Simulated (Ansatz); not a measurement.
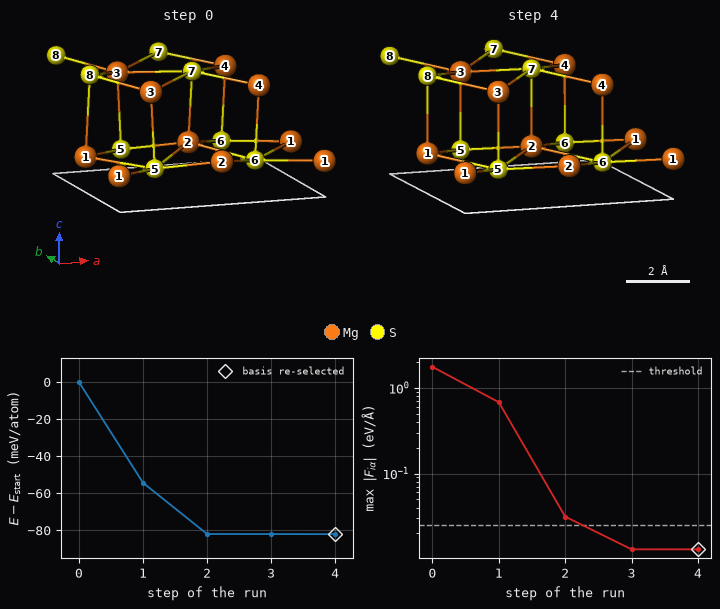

First and last geometry of a relaxation of a free-standing layer of MgS (a generated structure, set up in P1) (coarse preliminary run), with the history of the run. Style: ball-and-stick. Shown: the 1 × 2 repeat of the cell, outlined in the plane, without the vacuum, slightly off an axis.

Theory: Ansatz, DFT PBE+D3(BJ), scalar-relativistic, plane waves, PAW.

The input:
```yaml
crystal:
  lattice:
    - [7.1057171786, 0.212972643, 0.0]
    - [0.1064863215, 3.4699694947, 0.0]
    - [0.0, 0.0, 31.36]
  atoms:
    - { symbol: Mg, position: [-0.0026415832, 0.0124994119, 0.2480884545] }
    - { symbol: Mg, position: [0.4997587784, 0.0242522923, 0.2550982595] }
    - { symbol: Mg, position: [0.2286733119, 0.4809556766, 0.3229380238] }
    - { symbol: Mg, position: [0.7631524501, 0.5336072287, 0.3202507578] }
    - { symbol: S, position: [0.2468157663, 0.47895423, 0.2424420206] }
    - { symbol: S, position: [0.742924656, 0.5254403082, 0.2424751248] }
    - { symbol: S, position: [0.5091220869, -0.0312245937, 0.3303076183] }
    - { symbol: S, position: [0.0121945335, -0.0244845541, 0.334318108] }
  periodic: [true, true, false]
basis:
  ecutwfc: 420
kpoints:
  mp_grid: { grid: [2, 4, 1] }
hamiltonian:
  xc: pbe
  dispersion: d3bj
scf:
  occupations: { method: gaussian, width: 0.1 }
  lower_state_search: "off"
output:
  forces: true
  stress: true
  eigenvalues: true
relax:
  adjacent_minimum: "off"
  f_tol: 0.025
  max_steps: 60
  cell: { stress_2d_tol: 0.08 }
```

Launched with:
```bash
ansatz run input.yaml --threads 1 --pin off --max-ram 2560MiB --backend cpu --events-out ev --progress --plain --runs-dir out
```

Read the history and describe the run.

Answer. It converged. Over 3 accepted moves (4 points after the start) the energy falls by 82.0 meV per atom. The largest force component goes from 1.8 to 0.013 eV/Å. The SCF was repeated once at an unchanged geometry on a basis and grid sized afresh for the cell, which shifted the energy by less than 0.05 meV per atom at most. The largest moves relative to the cell and the layer's centre, 0.17 Å, are those of Mg3 and Mg4. Mg3 goes within the plane. Largest moves by element: Mg 0.17 Å, S 0.15 Å. In the plane the drawn cell goes a 7.109 → 7.125 Å (+0.2 %), b 6.943 → 7.125 Å (+2.6 %). Some distances before and after: Mg3–S8 2.263 → 2.540 Å, Mg4–S7 2.305 → 2.539 Å, Mg4–S7 (another image) 2.763 → 2.540 Å, Mg2–S5 2.353 → 2.539 Å. Bond angles that change, for instance: Mg3–S7–Mg4 99.0° → 89.1°, S7–Mg4–S8 97.6° → 89.1°, S7–Mg3–S7 81.8° → 89.1°.

```csv
step,"E − E(0), meV/atom","largest force component, eV/Å",note
0,0.00,1.7588,
1,-54.32,0.6800,
2,-81.94,0.0314,
3,-81.98,0.0130,
4,-82.01,0.0130,"same geometry, new basis"
```
